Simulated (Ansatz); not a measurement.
# Two runs on MoS$_{2}$

System: MoS$_{2}$ (P6₃/mmc, 6 atoms in the cell).
Method of the first run: Kohn-Sham DFT of a periodic cell, PBE, all-electron LAPW, scalar-relativistic, no spin polarisation (Ansatz 0.2.0).

The structure derives from an entry of the Crystallography Open Database. Text and figures count atoms from 1; the logs count them from 0 in places.

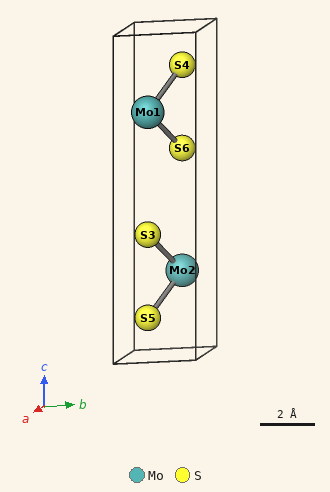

The input geometry (ball-and-stick view of the cell of the calculation, seen slightly off an axis; atoms are numbered from 1 in the order of the input). An atom can appear more than once, as a periodic image.

### The input, the first run
```yaml
crystal:
  lattice:
    - [3.169, 0.0, 0.0]
    - [-1.5845, 2.7444345046, 0.0]
    - [0.0, 0.0, 12.324]
  atoms:
    - { symbol: Mo, position: [0.6666666667, 0.3333333333, 0.75] }
    - { symbol: Mo, position: [0.3333333333, 0.6666666667, 0.25] }
    - { symbol: S, position: [0.6666666667, 0.3333333333, 0.377] }
    - { symbol: S, position: [0.3333333333, 0.6666666667, 0.877] }
    - { symbol: S, position: [0.6666666667, 0.3333333333, 0.123] }
    - { symbol: S, position: [0.3333333333, 0.6666666667, 0.623] }
kpoints:
  mp_grid: { grid: [8, 8, 2] }
scf:
  occupations: { method: fermi_dirac, width: 0.05 }
hamiltonian:
  xc: pbe
  pseudopotentials: { kind: all_electron, lapw: { basis_error: 0.002 } }
output:
  forces: true
  stress: true
relax:
  f_tol: 0.01
  max_steps: 60
  cell: {}
```

Command:
```bash
ansatz run input.yaml --threads 4 --pin off --max-ram 12288MiB --backend cpu --events-out ev --progress --plain --runs-dir out
```

Hardware: 4 threads of Intel Xeon @ 2.50GHz (Skylake/Cascade Lake), 189 GiB of memory available, shared host.

### Output, shortened to warnings, some set-up lines, iterations and results (the first run)
```
Basis set: ecut = 257.5381067025801 eV, 963 PW (Γ), exchange–correlation at level 2
Symmetry: 24 space group operations
k-points: 20 of 128
Initial density: superposition of atomic densities (chi_scale 0.1, normalization cell, long waves kept (reshape's long-wave potential 0.16 eV rms))
[...]
SCF iter   1: F=—  HF=-263814.469417 eV  |F-HF|=—  |Δ(HF+E_count)|=         —  Δρ=6.77e-2  dr2=6.99e0  ethr=6.02e-3  ⟨swp⟩=2.0  Hψ=9285  notcnv=0
SCF iter   2: F=—  HF=-263812.861667 eV  |F-HF|=—  |Δ(HF+E_count)|=    1.61e0  Δρ=3.85e-2  dr2=6.28e0  ethr=6.02e-3  ⟨swp⟩=3.0  Hψ=4204  notcnv=0
SCF iter   3: F=—  HF=-263811.778480 eV  |F-HF|=—  |Δ(HF+E_count)|=    1.08e0  Δρ=1.93e-2  dr2=5.36e-1  ethr=4.63e-4  ⟨swp⟩=2.0  Hψ=6584  notcnv=0
SCF iter   4: F=—  HF=-263811.658029 eV  |F-HF|=—  |Δ(HF+E_count)|=         —  Δρ=5.10e-3  dr2=8.94e-2  ethr=4.62e-4  ⟨swp⟩=3.0  Hψ=4069  notcnv=0
SCF iter   5: F=—  HF=-263811.641873 eV  |F-HF|=—  |Δ(HF+E_count)|=   1.62e-2  Δρ=2.61e-3  dr2=1.61e-2  ethr=7.71e-5  ⟨swp⟩=2.0  Hψ=4155  notcnv=0
[... 96 lines ...]
relax step  10: F+E_penalty+E_count = -263811.73981446 eV  Δ(F+E_penalty+E_count) = -3.188e-6 eV  max|allowed force component| = 2.644e-4 eV/Å  Δτ_max = 0.0019 Å  P = -0.009 …
SCF iter   1: F=—  HF=-263811.740538 eV  |F-HF|=—  |Δ(HF+E_count)|=         —  Δρ=2.74e-5  dr2=2.87e-7  ethr=2.19e-10  ⟨swp⟩=7.2  Hψ=10314  notcnv=0
SCF iter   2: F=-263811.740560 eV  HF=-263811.740555 eV  |F-HF|=5.47e-6  |Δ(HF+E_count)|=   1.63e-5  Δρ=1.52e-5  dr2=8.17e-8  ethr=2.19e-10  ⟨swp⟩=3.0  Hψ=4219  notcnv=0
SCF 12 converged in 2 iterations: F = -263811.740560 eV  dr2 = 8.17e-8
relax step  11: F+E_penalty+E_count = -263811.74056011 eV  Δ(F+E_penalty+E_count) = -7.457e-4 eV  max|allowed force component| = 4.518e-4 eV/Å  Δτ_max = 0.0000 Å  P = -0.010 …
basis re-selected at this cell: Δ(F+E_penalty+E_count) = -7.457e-4 eV, ΔP = -0.001 GPa vs the last step (what re-selecting the basis moved, after the strain that the cell walked since its last selection, with what the two solves' SCF thresholds leave and, on support functions, any second-order …
SCF converged after 2 iterations
Free energy (F): -263811.740560 eV
Harris-Foulkes:  -263811.740555 eV  (|F-HF|=5.47e-6)
Internal energy: -263811.740560 eV  (E = F + TS)
E sigma→0 (E₀):  -263811.740560 eV
Entropy (-TS):   -0.000000 eV (-0.000 meV/atom)
Fermi energy:    9.537994 eV
--- Per-component energies (eV) ---
  E_band       = -13950.827782
  E_kinetic    = 271999.737202
  E_xc         = -9534.252463
  E_electrostatic = -526277.225299  (all electrons and nuclei)
  E_smearing   = -0.000000  (= −TS)
  E_closure    = 0.000000  (closes the sum)
  E_atoms      = -263768.176214  (free atoms, spherical and without spin; not in F)
  Σ components = -263811.740560   (vs F -263811.740560, Δ=0.00e0)
  Basis errors (estimates in eV, not in F): energy 8.7e-4 per atom: plane waves 7.6e-4 (4.5e-4 summed), levels above the bands 3.5e-63, relativity 9.0e-8, radial functions 1.1e-4, core shells 2.6e-7; eigenvalues (radial functions only) 2.3e-6; not estimated: angular momenta, meshes, grids; target …
--- Forces (eV/Å), atoms counted from 1 ---
  atom   1  Mo     0.00000000     0.00000000     0.00000000
  atom   2  Mo    -0.00000000     0.00000000    -0.00000000
  atom   3  S      0.00000000    -0.00000000    -0.00045179
  atom   4  S     -0.00000000     0.00000000    -0.00045179
  atom   5  S      0.00000000    -0.00000000     0.00045179
  atom   6  S     -0.00000000     0.00000000     0.00045179
  max |Σ_I F_I| component: 1.91e-17 eV/Å
--- Stress (GPa, compression-positive) ---
       -0.022693       0.000000       0.000000
        0.000000      -0.022693       0.000000
        0.000000       0.000000       0.014294
  P = ⅓ Tr σ = -0.0104 GPa (-0.104 kbar)
--- Relaxed structure (10 steps of the walk, 10 accepted, 1 SCFs on fresh bases) ---
[...]
```

The second run used a changed input.

### The two runs side by side

```tsv
quantity	the first run	the second run
outcome	converged	converged
free energy per atom (eV)	−43968.6234	−43937.7536
gap on the mesh (eV)	1.61	–
pressure (GPa)	−0.01	0.00
volume per atom (Å³)	21.50	17.93
largest force (eV/Å)	0.000	0.000
irreducible k-points	20	20
SCF iterations	–	37
wall time (shared host)	3 min	84 s
```

What was changed in the input?

The change (lines with − go, lines with + come):
```diff
-  xc: pbe
+  xc: pbesol
```

The total energies belong to different methods, so their difference says nothing on which is more stable or more accurate. The volume per atom goes from 21.50 to 17.93 Å³. The functional changes from PBE to PBEsol. On the same kind of shared host the second run took about 0.47 times as long.

### Output, shortened to warnings, some set-up lines, iterations and results (the second run)
```
Basis set: ecut = 257.58911743227924 eV, 963 PW (Γ), exchange–correlation at level 2
Symmetry: 24 space group operations
k-points: 20 of 128
Initial density: superposition of atomic densities (chi_scale 0.1, normalization cell, long waves kept (reshape's long-wave potential 0.16 eV rms))
[...]
SCF iter   1: F=—  HF=-263629.315652 eV  |F-HF|=—  |Δ(HF+E_count)|=         —  Δρ=6.59e-2  dr2=6.48e0  ethr=5.59e-3  ⟨swp⟩=2.0  Hψ=9282  notcnv=0
SCF iter   2: F=—  HF=-263627.705296 eV  |F-HF|=—  |Δ(HF+E_count)|=    1.61e0  Δρ=3.80e-2  dr2=6.04e0  ethr=5.59e-3  ⟨swp⟩=3.0  Hψ=4210  notcnv=0
SCF iter   3: F=—  HF=-263626.650779 eV  |F-HF|=—  |Δ(HF+E_count)|=    1.05e0  Δρ=1.87e-2  dr2=4.95e-1  ethr=4.28e-4  ⟨swp⟩=2.0  Hψ=6604  notcnv=0
SCF iter   4: F=—  HF=-263626.510876 eV  |F-HF|=—  |Δ(HF+E_count)|=         —  Δρ=4.47e-3  dr2=6.93e-2  ethr=4.27e-4  ⟨swp⟩=3.0  Hψ=4133  notcnv=0
SCF iter   5: F=—  HF=-263626.498209 eV  |F-HF|=—  |Δ(HF+E_count)|=   1.27e-2  Δρ=2.59e-3  dr2=1.64e-2  ethr=5.97e-5  ⟨swp⟩=2.0  Hψ=4151  notcnv=0
[... 39 lines ...]
relax step   5: F+E_penalty+E_count = -263626.52169373 eV  Δ(F+E_penalty+E_count) = -1.352e-5 eV  max|allowed force component| = 2.437e-7 eV/Å  Δτ_max = 0.0015 Å  P = +0.002 …
SCF iter   1: F=—  HF=-263626.521743 eV  |F-HF|=—  |Δ(HF+E_count)|=         —  Δρ=1.41e-5  dr2=6.08e-8  ethr=7.94e-11  ⟨swp⟩=6.8  Hψ=11660  notcnv=0  reapply=19
SCF iter   2: F=-263626.521745 eV  HF=-263626.521745 eV  |F-HF|=3.57e-7  |Δ(HF+E_count)|=   1.23e-6  Δρ=7.46e-6  dr2=1.17e-8  ethr=5.25e-11  ⟨swp⟩=2.9  Hψ=3964  notcnv=0
SCF 6 converged in 2 iterations: F = -263626.521745 eV  dr2 = 1.17e-8
relax step   6: F+E_penalty+E_count = -263626.52174499 eV  Δ(F+E_penalty+E_count) = -5.126e-5 eV  max|allowed force component| = 7.836e-5 eV/Å  Δτ_max = 0.0000 Å  P = +0.002 …
basis re-selected at this cell: Δ(F+E_penalty+E_count) = -5.126e-5 eV, ΔP = -0.000 GPa vs the last step (what re-selecting the basis moved, after the strain that the cell walked since its last selection, with what the two solves' SCF thresholds leave and, on support functions, any second-order …
SCF converged after 2 iterations
Free energy (F): -263626.521745 eV
Harris-Foulkes:  -263626.521745 eV  (|F-HF|=3.57e-7)
Internal energy: -263626.521744 eV  (E = F + TS)
E sigma→0 (E₀):  -263626.521744 eV
Entropy (-TS):   -0.000001 eV (-0.000 meV/atom)
Fermi energy:    12.438849 eV
--- Per-component energies (eV) ---
  E_band       = -13613.935338
  E_kinetic    = 271783.125965
  E_xc         = -9346.724118
  E_electrostatic = -526062.923590  (all electrons and nuclei)
  E_smearing   = -0.000001  (= −TS)
  E_closure    = 0.000000  (closes the sum)
  E_atoms      = -263579.759470  (free atoms, spherical and without spin; not in F)
  Σ components = -263626.521745   (vs F -263626.521745, Δ=0.00e0)
  Basis errors (estimates in eV, not in F): energy 9.6e-4 per atom: plane waves 8.5e-4 (5.0e-4 summed), levels above the bands 2.4e-59, relativity 2.2e-8, radial functions 1.1e-4, core shells 6.3e-7; eigenvalues (radial functions only) 1.6e-6; not estimated: angular momenta, meshes, grids; target …
--- Forces (eV/Å), atoms counted from 1 ---
  atom   1  Mo     0.00000000     0.00000000     0.00000000
  atom   2  Mo    -0.00000000    -0.00000000    -0.00000000
  atom   3  S      0.00000000     0.00000000    -0.00007836
  atom   4  S      0.00000000     0.00000000    -0.00007836
  atom   5  S      0.00000000     0.00000000     0.00007836
  atom   6  S      0.00000000     0.00000000     0.00007836
  max |Σ_I F_I| component: 5.78e-18 eV/Å
--- Stress (GPa, compression-positive) ---
       -0.003216       0.000000      -0.000000
        0.000000      -0.003216       0.000000
       -0.000000       0.000000       0.012034
  P = ⅓ Tr σ = 0.0019 GPa (0.019 kbar)
--- Relaxed structure (5 steps of the walk, 5 accepted, 1 SCFs on fresh bases) ---
  F+E_penalty+E_count = -263626.52174499 eV   max|allowed force component| = 7.836e-5 eV/Å   (the final SCF, on the basis selected at the relaxed cell)
  cell:  # Å, volume = 107.5527 Å³
    - [3.1417422372662434, -6.852554835256497e-34, 2.1414233860176553e-34]
[...]
```
